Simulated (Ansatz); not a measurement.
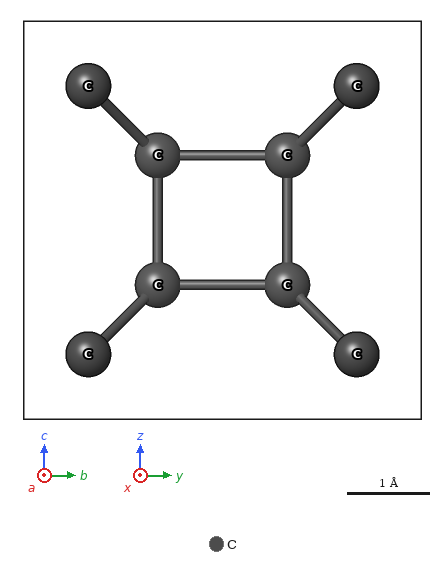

Crystalline C (Im-3m): the cell is strained in shear in the yz plane, with the atoms kept at their fractional coordinates. x, y and z are the Cartesian axes of the input. The picture shows the reference cell. A ball-and-stick model of the conventional cell (2 times the calculation's cell), seen along the a axis. Lengths and directions refer to the drawn axes.

Level of theory: DFT r2SCAN, scalar-relativistic, plane waves, PAW (Ansatz). Set-up: plane-wave cutoff 500 eV; k-point mesh 8 × 8 × 8; occupations gaussian; smearing width 0.05 eV; no spin polarisation. Energies (free energies at the smearing named) are counted from the relaxed crystal.

The input:
```yaml
crystal:
  lattice:
    - [-2.4291088834, 2.4291088834, 2.4291088834]
    - [2.4291088834, -2.4291088834, 2.4291088834]
    - [2.4291088834, 2.4291088834, -2.4291088834]
  atoms:
    - { symbol: C, position: [0.3254551632, 0.0, 0.0] }
    - { symbol: C, position: [0.6745448368, 0.6745448368, 0.6745448368] }
    - { symbol: C, position: [0.0, 0.3254551632, 0.0] }
    - { symbol: C, position: [0.0, 0.0, 0.3254551632] }
    - { symbol: C, position: [0.0, 0.6745448368, 0.0] }
    - { symbol: C, position: [0.3254551632, 0.3254551632, 0.3254551632] }
    - { symbol: C, position: [0.6745448368, 0.0, 0.0] }
    - { symbol: C, position: [0.0, 0.0, 0.6745448368] }
basis:
  ecutwfc: 500
kpoints:
  mp_grid: { grid: [8, 8, 8] }
hamiltonian:
  xc: r2scan
scf:
  occupations: { method: gaussian, width: 0.05 }
output:
  forces: true
  stress: true
  eigenvalues: true
```

Run as
```bash
ansatz run input.yaml --threads 2 --pin off --max-ram 5120MiB --backend cpu --events-out ev --progress --plain --runs-dir out
```

> Give the energy at each point (the strain: −0.040, −0.030, −0.020, −0.010, 0.000, 0.005, 0.010, 0.015, 0.020, 0.025, 0.030, 0.035, 0.040).

| engineering shear strain | E − E(ref) (meV/atom) |
| --- | --- |
| −0.040 | 10.8 |
| −0.030 | 6.1 |
| −0.020 | 2.7 |
| −0.010 | 0.7 |
| 0.000 | 0.0 |
| 0.005 | 0.2 |
| 0.010 | 0.7 |
| 0.015 | 1.5 |
| 0.020 | 2.7 |
| 0.025 | 4.2 |
| 0.030 | 6.1 |
| 0.035 | 8.3 |
| 0.040 | 10.8 |

Points that are alike by symmetry were computed once.

The lowest computed point lies at the strain 0.00 (0.0 meV/atom). The end points stand at 10.8 meV/atom (−0.04) and 10.8 meV/atom (0.04). The curvature at zero strain, (1/V) d²E/dε², is about 300 GPa; it is C₄₄ with clamped ions. The distortion takes the space group from Im-3m to Fmmm. At the strain −0.04 the cell of the drawing goes b 4.858 → 4.859 Å, c 4.858 → 4.859 Å, α 90.0° → 92.3°.
